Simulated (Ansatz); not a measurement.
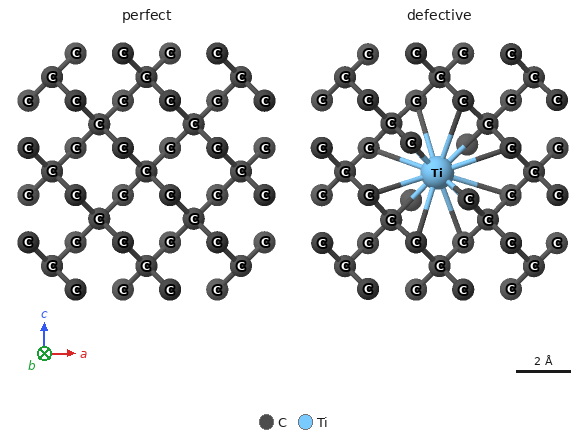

Left: perfect C. Right: the same region with one point defect, after relaxing the atoms in a supercell of 64 sites. The picture is a ball-and-stick view of the atoms within 5.4 Å of one point, in a slice 3.4 Å thick across the line of sight, seen along the b axis.

Computed with DFT, PBEsol, PAW, plane waves (Ansatz 0.2.0). (plane-wave cutoff 420 eV; k-point mesh 1 × 1 × 1; mesh shifted by (0.25, 0.25, 0.25); collinear spin) Fermi-Dirac smearing of 0.01 eV. A uniform background neutralises the charged cell. The axes drawn are those of the host's conventional cell.

What kind of defect was made?

Answer. A carbon atom is replaced by titanium.

The charge state of the cell is −1.

How does the lattice respond?

Answer. In the host the C atom has 4 C at 1.54 Å; the Ti atom ends with 4 C at 1.82 to 1.88 Å. Of the host's atoms, a carbon atom moves furthest from its site, by 0.33 Å. The Ti atom itself moves 0.11 Å from where it was put. The cell's net moment is 1.00 μB.

Limits of the set-up: the periodic images lie only 7.1 Å apart, so the values are limited by the cell's size; the cell is charged, on a uniform background, and energies carry no finite-size correction.
